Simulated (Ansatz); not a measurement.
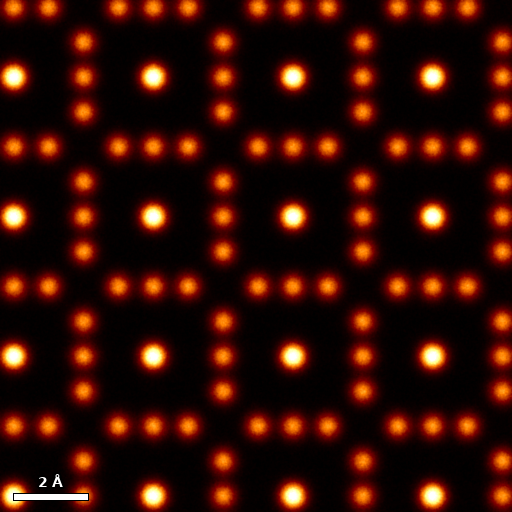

Z-contrast image of C (Pm-3n, No. 223). The image is simulated as a sum over atoms of Z^1.8, blurred by a 0.52 Å probe (no channelling). The probe carries 15 % of its weight in a tail 2.5 times as wide. Shot noise was added. Model: the geometry given to an electronic-structure calculation, possibly off equilibrium; the starting structure was generated, so it need not be a known form of this composition.

```yaml
crystal:
  lattice:
    - [3.81782, 0.00000, 0.00000]
    - [0.00000, 3.81782, 0.00000]
    - [0.00000, 0.00000, 3.81782]
  atoms:
    - { symbol: C, position: [0.00000, 0.00000, 0.00000] }
    - { symbol: C, position: [0.50000, 0.50000, 0.50000] }
    - { symbol: C, position: [0.25000, 0.00000, 0.50000] }
    - { symbol: C, position: [0.75000, 0.00000, 0.50000] }
    - { symbol: C, position: [0.50000, 0.25000, 0.00000] }
    - { symbol: C, position: [0.50000, 0.75000, 0.00000] }
    - { symbol: C, position: [0.00000, 0.50000, 0.25000] }
    - { symbol: C, position: [0.00000, 0.50000, 0.75000] }
```

**Along which zone axis is the crystal seen: [210], [221] or [001]? (Directions equivalent by symmetry count as one.)**

[001]. The projected cells are 1.71 × 3.82 Å, 90° for [210]; 1.80 × 2.85 Å, 108° for [221]; 3.82 × 3.82 Å, 90° for [001], and the image repeats as the [001] one does.
